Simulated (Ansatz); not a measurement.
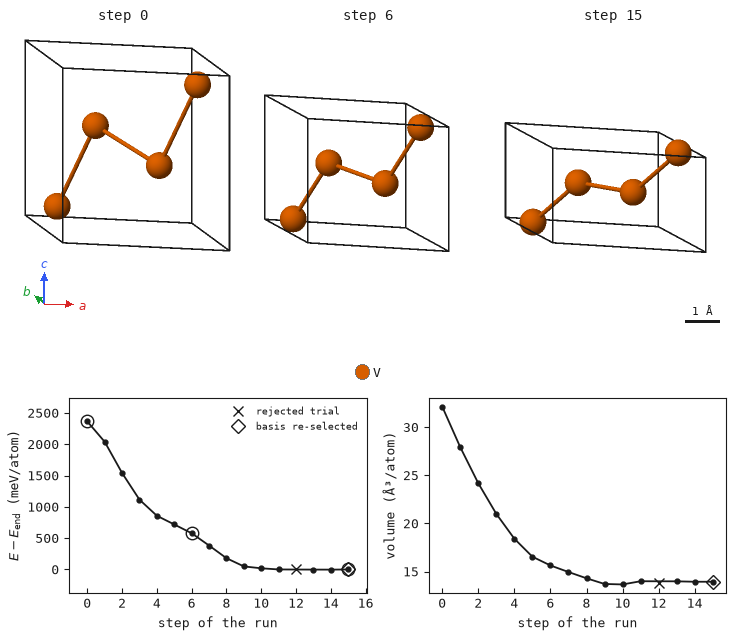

Frames of a relaxation of a crystal of V (a generated structure, set up in Cmce) (coarse preliminary run), marked on the history of the run. Style: ball-and-stick. Shown: the cell of the calculation, slightly off an axis.

Case: Ga → V on all its sites, cell and atoms relaxed.

Computed with DFT PBE, scalar-relativistic, plane waves, PAW (Ansatz).

Input file:
```yaml
crystal:
  lattice:
    - [2.6647449099, -4.5105916128, 0.0]
    - [2.6647449099, 4.5105916128, 0.0]
    - [0.0, 0.0, 5.3484018794]
  atoms:
    - { symbol: V, position: [0.6562923084, 0.3437076916, 0.4174800566], spin: 3.18 }
    - { symbol: V, position: [0.8437076916, 0.1562923084, 0.9174800566], spin: 3.18 }
    - { symbol: V, position: [0.3437076916, 0.6562923084, 0.5825199434], spin: 3.18 }
    - { symbol: V, position: [0.1562923084, 0.8437076916, 0.0825199434], spin: 3.18 }
basis:
  ecutwfc: 420
kpoints:
  mp_grid: { grid: [4, 4, 4] }
hamiltonian:
  xc: pbe
scf:
  occupations: { method: gaussian, width: 0.1 }
output:
  forces: true
  stress: true
  eigenvalues: true
  populations: true
magnetization:
  spin_polarized: true
relax:
  adjacent_minimum: "off"
  f_tol: 0.05
  max_steps: 60
  cell: { stress_tol: 0.5 }
```

Launched with:
```bash
ansatz run input.yaml --threads 1 --pin off --max-ram 2560MiB --backend cpu --events-out ev --progress --plain --runs-dir out
```

**What happens along the run?**

The largest moves relative to the cell, 0.29 Å, are those of V1, V2, V3 and V4. V4 goes roughly along [−1 1 −3]. The drawn cell changes as follows: a = b 5.239 → 4.930 Å (−5.9 %), c 5.348 → 2.894 Å (−45.9 %), γ 118.9° → 127.5°; the volume changes by −56.6 %. Among the contacts that change: V1–V1 5.348 → 2.894 Å, V1–V4 4.444 → 2.616 Å, V1–V2 3.164 → 2.464 Å, V1–V4 (another image) 3.211 → 2.616 Å. New bonds form: V1–V4 (4.44 → 2.62 Å), V2–V3 (4.44 → 2.62 Å). The space group (tolerance 0.01 Å) goes from Cmce (No. 64) to Fmmm (No. 69). The energy falls by 2364 meV per atom in 13 accepted moves (15 points after the start). Largest force component: 0.12 eV/Å at the start, 0.00038 eV/Å at the end. Pressure: −10.15 GPa at the start and 0.01 GPa at the end. The line search rejected the trial step at point 12 of the run. At 1 point the geometry stayed and the basis and grid were re-selected for the new cell (energy shift of 2.4 meV per atom at most each time). The program noted that the starting moments weren't kept. From step 0 to 6: V atoms move most (0.15 Å), volume −51.4 %, energy −1786 meV per atom. From step 6 to 15: V atoms move most (0.19 Å), volume −10.8 %, energy −578 meV per atom.

```csv
step,"E − E(0), meV/atom","largest force component, eV/Å","pressure, GPa","volume, Å³/atom",note
0,0.00,0.1183,-10.15,32.143,
1,-325.17,0.6345,-17.21,27.926,
2,-823.43,0.7360,-20.52,24.176,
3,-1249.53,0.2417,-17.83,20.994,
4,-1506.56,0.3459,-10.38,18.415,
5,-1645.39,0.2875,-2.97,16.546,
6,-1786.21,0.6815,0.09,15.637,
7,-1981.82,0.7045,-1.14,14.956,
8,-2184.37,0.5662,-1.06,14.305,
9,-2315.44,0.4214,3.84,13.714,
10,-2345.51,0.3789,3.77,13.664,
11,-2363.91,0.0921,-1.09,13.998,
12,-2361.03,0.0008,1.29,13.828,rejected
13,-2366.33,0.0199,-0.30,13.988,
14,-2366.67,0.0012,-0.01,13.945,
15,-2364.28,0.0004,0.01,13.945,"same geometry, new basis"
```
